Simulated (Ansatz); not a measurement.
Input file:

```
crystal:
  lattice:
    - [-0.06306567, 2.0389321245, 2.0431874059]
    - [2.0298611041, 0.0308818461, 1.9492398897]
    - [2.1012738029, 2.0163973071, -0.0405308526]
  atoms:
    - { symbol: Au, position: [0.0, 0.0, 0.0] }
basis:
  ecutwfc: 420
kpoints:
  mp_grid: { grid: [14, 14, 14] }
hamiltonian:
  xc: pbesol
scf:
  occupations: { method: gaussian, width: 0.15 }
output:
  forces: true
  stress: true
  eigenvalues: true
  write_density: true
  write_potential: true
  elf: true
  volumetric_format: npy
```

Command:

```sh
ansatz run input.yaml --threads 1 --pin off --max-ram 2560MiB --backend cpu --events-out ev --progress --plain --runs-dir out
```

Below, planes, directions and counts refer to the conventional cell (a = 2.81 Å, b = 2.81 Å, c = 2.89 Å, α = 61.18°, β = 89.85°, γ = 62.35°).

Space group P-1; computed without spin polarisation.

Level of theory: DFT PBEsol, scalar-relativistic, plane waves, PAW (Ansatz 0.2.0).

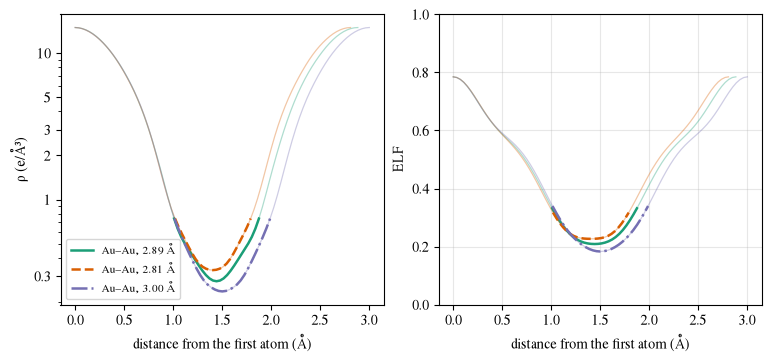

Au. Valence electron density and ELF along straight lines between neighbouring atoms. Thin, pale parts lie inside the atomic spheres.

The density is the valence pseudo-density of a PAW calculation; it isn't the true density close to the nuclei.

Question: What can be read from the curves?

Answer: Au–Au (2.89 Å): the density is about 0.28 e/Å³ at the midpoint; the ELF is about 0.20 at the midpoint (no shared electron pair shows on this line).
Au–Au (2.81 Å): ρ is about 0.33 e/Å³ halfway; the ELF is about 0.25 at the midpoint: no shared electron pair shows on this line.
Au–Au (3.00 Å): ρ at the midpoint is about 0.24 e/Å³; the ELF is about 0.20 at the midpoint: no shared electron pair shows on this line.
